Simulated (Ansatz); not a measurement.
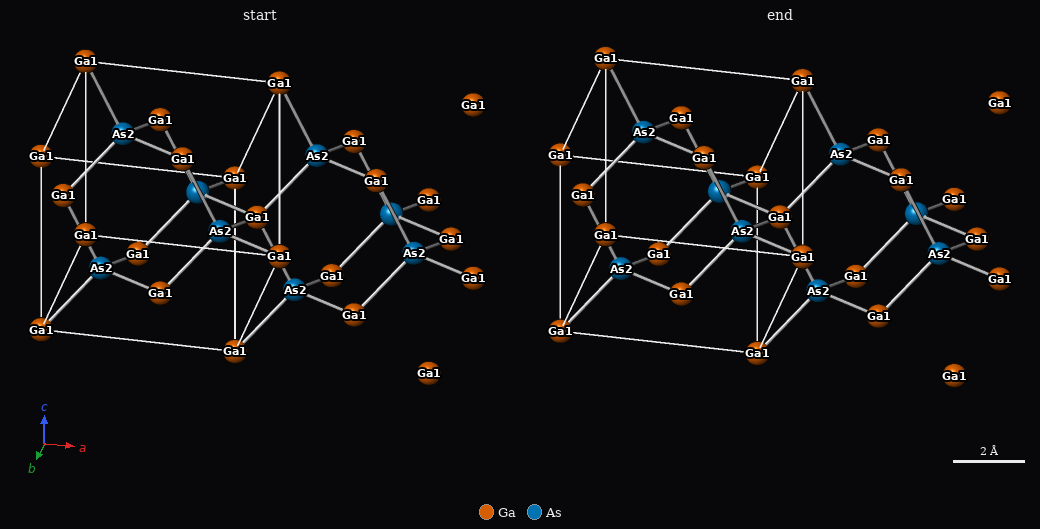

The structure of crystalline GaAs (set up in F-43m) before (left) and after (right) a relaxation, at one scale.

Style: ball-and-stick. Shown: the conventional cell (4 times the calculation's cell), repeated 2 × 1 × 1 with one cell outlined, from a free direction. Lengths and directions refer to the drawn axes.

All numbers below come from Ansatz 0.2.0, DFT PBE, scalar-relativistic, plane waves, PAW.

Input
```yaml
crystal:
  lattice:
    - [0.0, 2.82685, 2.82685]
    - [2.82685, 0.0, 2.82685]
    - [2.82685, 2.82685, 0.0]
  atoms:
    - { symbol: Ga, position: [0.0, 0.0, 0.0] }
    - { symbol: As, position: [0.25, 0.25, 0.25] }
basis:
  ecutwfc: 420
kpoints:
  mp_grid: { grid: [12, 12, 12] }
hamiltonian:
  xc: pbe
scf:
  occupations: { method: gaussian, width: 0.02 }
output:
  forces: true
  stress: true
  eigenvalues: true
  write_density: true
  write_potential: true
  elf: true
  volumetric_format: npy
relax:
  adjacent_minimum: "off"
  f_tol: 0.005
  max_steps: 80
  cell: { stress_tol: 0.05 }
```

Run as
```bash
ansatz run input.yaml --threads 4 --pin off --max-ram 9216MiB --backend cpu --events-out ev --progress --plain --runs-dir out
```

Q: What changed between the two?

A: Over 3 accepted moves (4 points after the start) the energy falls by 11.0 meV per atom. All forces vanish by symmetry, so only the cell relaxes. The pressure goes from 3.29 to 0.00 GPa. The SCF was repeated once at an unchanged geometry on a basis and grid sized afresh for the cell, which shifted the energy by 0.2 meV per atom at most. No atom moves by more than 0.005 Å relative to the cell. Cell: a = b = c 5.654 → 5.745 Å (+1.6 %). Volume +4.9 %. Some distances before and after: Ga1–As2 2.448 → 2.488 Å. The space group stays F-43m (No. 216).
